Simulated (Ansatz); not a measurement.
# NiGe: what the electrons do

Space group Pnma; spin-polarised.

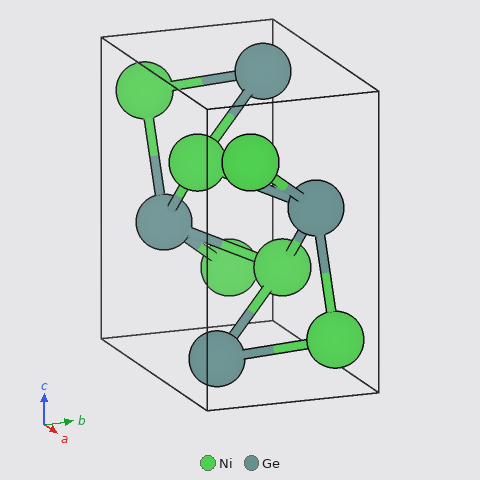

The conventional cell.

```
CELL_PARAMETERS angstrom
5.38100 0.00000 0.00000
0.00000 3.42800 0.00000
0.00000 0.00000 5.81100
ATOMIC_POSITIONS crystal
Ni 0.99500 0.75000 0.19000
Ni 0.00500 0.25000 0.81000
Ni 0.50500 0.25000 0.69000
Ni 0.49500 0.75000 0.31000
Ge 0.81200 0.75000 0.58300
Ge 0.18800 0.25000 0.41700
Ge 0.68800 0.25000 0.08300
Ge 0.31200 0.75000 0.91700
```

Computed with DFT r2SCAN, scalar-relativistic, plane waves, PAW in Ansatz 0.2.0.

Core electrons are frozen (PAW), so the maps are meaningful between the atoms, not at the nuclei.

## 1. Bonding charge

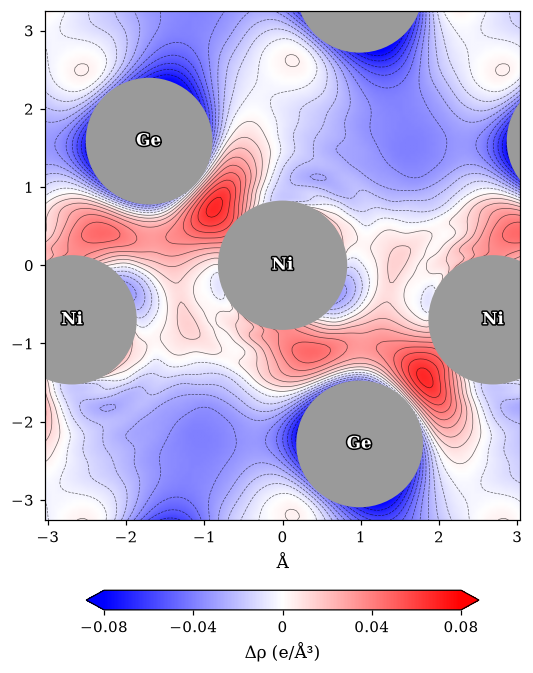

*Density of the crystal less the sum of free-atom densities: a map on the (010) plane of the conventional cell, with grey discs over the atomic cores. Cores are masked to 0.8 Å (Ni) and 0.8 Å (Ge).*

**Read the map: where is density gained and where lost?**

Ge–Ni (2.33 Å): Δρ is +0.07 e/Å³ at the midpoint.
Ni–Ni (2.78 Å): Δρ is +0.010 e/Å³ at the midpoint.
Ge–Ge (2.82 Å): Δρ is +0.017 e/Å³ at the midpoint (this contact isn't in the plane drawn).
Over the whole cell, outside the masked cores, the largest gain, 0.07 e/Å³, lies 1.2 Å from a nickel nucleus and 1.2 Å from a germanium one, and the largest loss lies at the edge of the masked core of Ge.
The rearranged charge, half the integral of |Δρ|, is about 0.18 e an atom.
Bader charges: Ni −0.15 and Ge +0.15 e. Among metals such charges hang on how the charge between the atoms is shared out.

## 2. States by energy

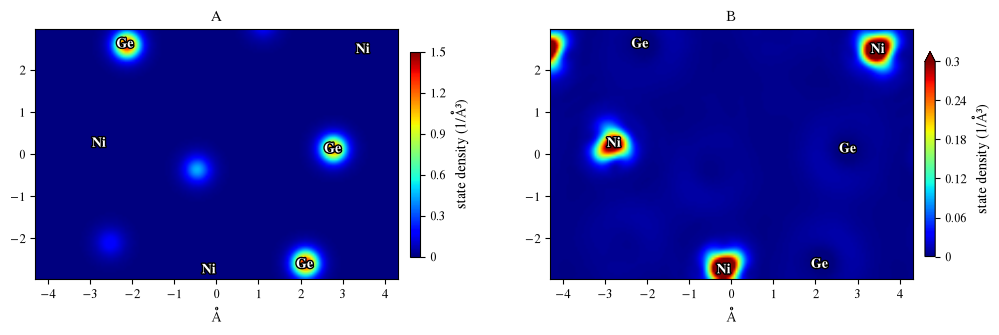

NiGe: densities of the states in two energy windows, on the (111) plane of the conventional cell.

**The windows, about the Fermi level, are −25.39 to −25.20 eV and −0.25 to +0.25 eV. Which panel shows which?**

Panel A: −25.39 to −25.20 eV, a separate group of bands (semicore or deep states), mainly Ge 3d (over 95 %).
Panel B: −0.25 to +0.25 eV, the states at the Fermi level, mainly Ni 3d (55 %), Ge 4p (35 %) and Ge 4s (10 %).
The characters are Löwdin shares on a minimal set of atomic orbitals.

## 3. Moving an atom

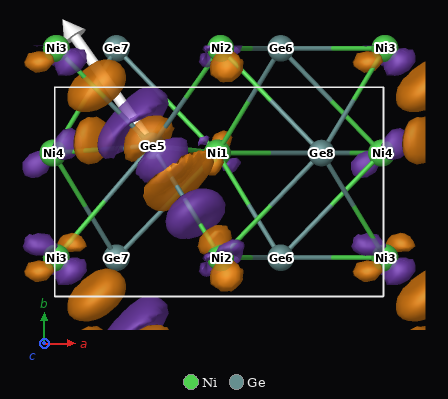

Ge5 was moved by 0.15 Å roughly along [−1 2 0] in the axes of the cell drawn (arrow, not to scale). Change of the density less the rigid motion of the neutral atom's own density: orange surfaces at +0.015 and purple ones at −0.015 e/Å³, in the cell of the calculation (origin moved) seen along the c axis.

**Describe the electronic response.**

About 0.13 e is rearranged in the cell. Outside the cores the largest gain, 0.03 e/Å³, lies 0.9 Å from a nickel nucleus and 1.4 Å from a germanium one, and the largest loss, 0.03 e/Å³, lies 0.9 Å from a nickel nucleus and 1.6 Å from a germanium one.

**What restoring force does the calculation give for this move?**

The force on it changes by 1.30 eV/Å along the move, against it: a stiffness of about 8.7 eV/Å² for this sublattice shift.

## 4. Change of volume

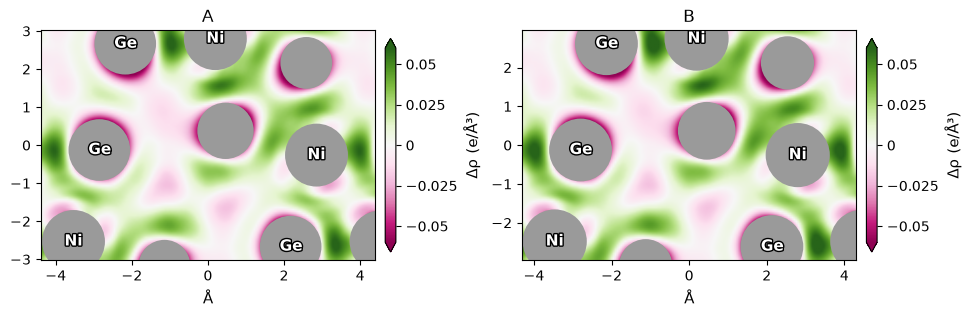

NiGe: deformation density on the (111) plane of the conventional cell at two volumes, with the same fractional coordinates and one colour scale. Grey discs cover the cores. Panel A has 106 % of the volume of panel B.

**How do bonds, bonding charge and pressure respond to this change of volume?**

From B to A, Ge–Ni goes from 2.33 to 2.38 Å, and Δρ at its midpoint from +0.07 to +0.06 e/Å³.
- From B to A, Ni–Ni goes from 2.78 to 2.83 Å, and Δρ at its midpoint from +0.010 to +0.009 e/Å³.
- From B to A, Ge–Ge goes from 2.82 to 2.88 Å, and Δρ at its midpoint from +0.017 to +0.015 e/Å³.
- The pressure is −1.6 GPa in B and −9.2 GPa in A.
- The rearranged charge is 0.18 e an atom in B and 0.18 e in A.

## 5. Putting it together

The two pressures give a mean stiffness −ΔP/Δln V of about 132 GPa over this range, with the atoms held at their fractional positions.
